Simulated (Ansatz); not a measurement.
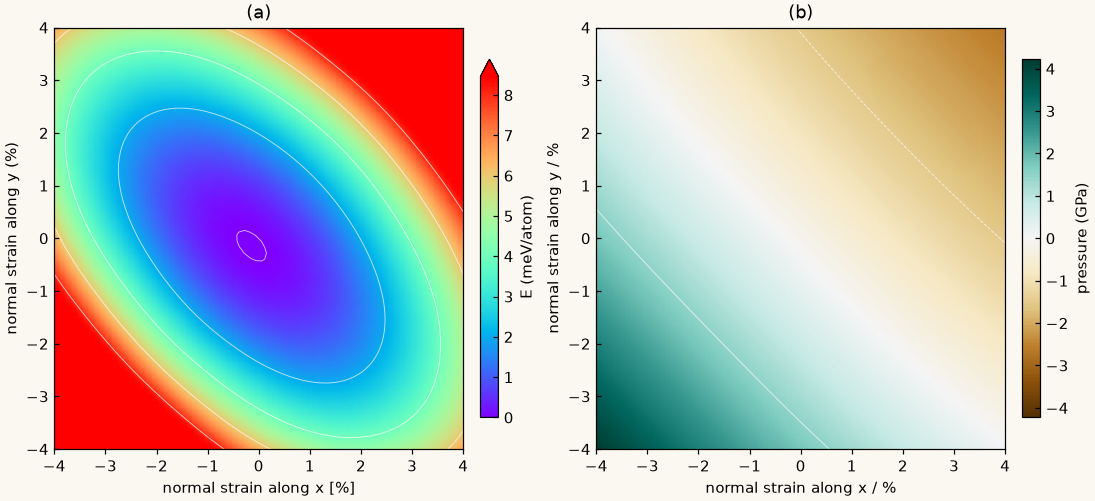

Cd (Fm-3m, No. 225; 1 atom in the cell). The energy is mapped over two homogeneous strains (x, y and z along the cube axes). The first coordinate is: normal strain along x; the second: normal strain along y. Nothing is relaxed (symmetry fixes all fractional coordinates). The grid has 7 × 7 points; 28 points were computed and 21 follow by symmetry. Points are written as (first, second). Energies: meV/atom, counted from the lowest grid point. All numbers below come from Ansatz 0.2.0, DFT PBE, scalar-relativistic, plane waves, PAW. Settings: cutoff 420 eV, k-mesh 18×18×18, gaussian smearing 0.15 eV, no spin polarisation.

Panel (a) is the energy and panel (b) the computed pressure on the same grid.

Drawn: a smooth colour map with a few white contour lines, one colour for all values above the top of the scale. Between grid points the surface is interpolated.

Q: How does the pressure vary over the map, and what is it at the lowest grid point?

A: It runs from −2.6 GPa at (4.00 %, 4.00 %) to 4.2 GPa at (−4.00 %, −4.00 %). At the lowest grid point, (0.00 %, 0.00 %), it is −0.1 GPa.
